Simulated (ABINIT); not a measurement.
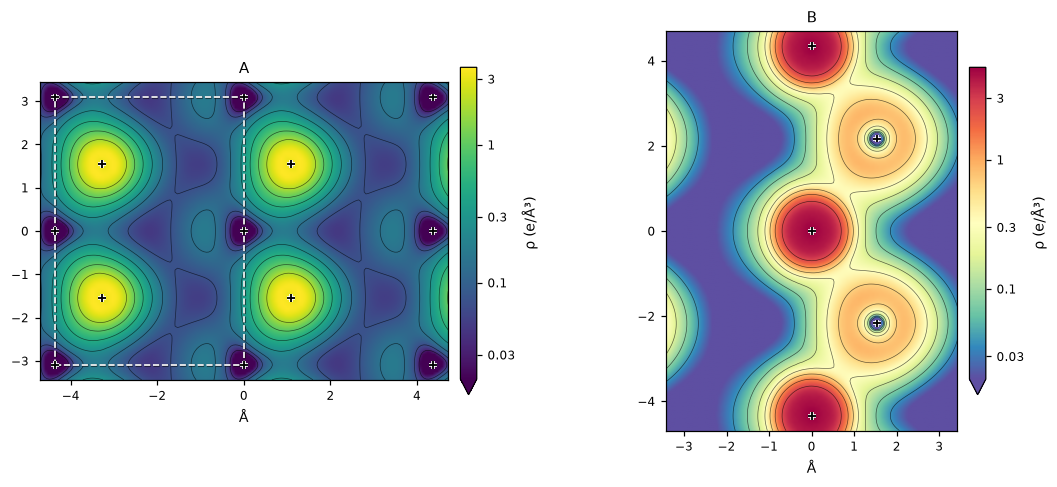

The valence pseudo-density of 2 systems, each on a plane through atoms (crosses mark nuclei in the plane).

Level of theory: Kohn-Sham DFT of a periodic cell, r2SCAN, JTH PAW PBE v2.0 (ABINIT 10.8.3).

System 1: AlN, the (011) plane of the conventional cell. Space group F-43m; a structure from a database of computed crystals, not necessarily the ambient phase; computed pressure about 4 GPa in this cell.

System 2: CdSe, the (011) plane of the conventional cell. Space group F-43m; a structure from a database of computed crystals, not necessarily the ambient phase.

```
Cd Se
1.0
     6.14054    0.00000    0.00000
     0.00000    0.00000   -6.14054
     0.00000    6.14054    0.00000
Cd Se
4 4
Direct
  0.50000 0.50000 0.00000
  0.00000 0.50000 0.50000
  0.00000 0.00000 0.00000
  0.50000 0.00000 0.50000
  0.25000 0.75000 0.25000
  0.75000 0.75000 0.75000
  0.75000 0.25000 0.25000
  0.25000 0.25000 0.75000
```

Match each panel to its system.

Answer. Panel A is system 1, AlN: the plane holds Al and N. Al–N (1.89 Å): the density is about 0.69 e/Å³ at the midpoint. Panel B is system 2, CdSe: the plane holds Cd and Se. Cd–Se (2.66 Å): ρ is about 0.37 e/Å³ halfway.
